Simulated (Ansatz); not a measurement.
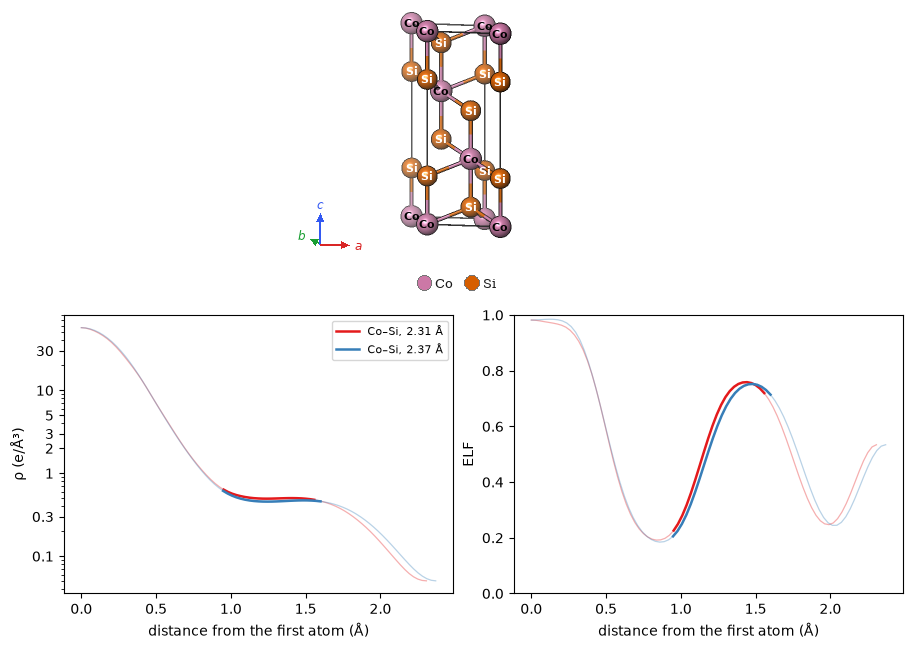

CoSi₂. Valence electron density and electron localisation function along straight lines between neighbouring atoms. Thin, pale parts lie inside the atomic spheres. The structure is drawn too.

Space group R-3m; changed on purpose from its base cell (equal xy, yz and zx shear strains of +2 %, PAW files); the program warned that a starting moment wasn't kept; spin-polarised, but the moments vanished.

Method: DFT, PBE, PAW with Ansatz's default frozen-core files, scalar-relativistic (Ansatz).

The density is the valence pseudo-density of a PAW calculation; it isn't the true density close to the nuclei.

Q: What can be read from the curves?

A: Co–Si (2.31 Å): ρ is about 0.5 e/Å³ halfway; the ELF peaks at about 0.75 in the valence shell of Si, 0.9 Å from its nucleus, and is about 0.50 at the midpoint.
Co–Si (2.37 Å): ρ at the midpoint is about 0.46 e/Å³; the ELF peaks at about 0.75 in the valence shell of Si, 0.9 Å from its nucleus, and is about 0.50 at the midpoint.
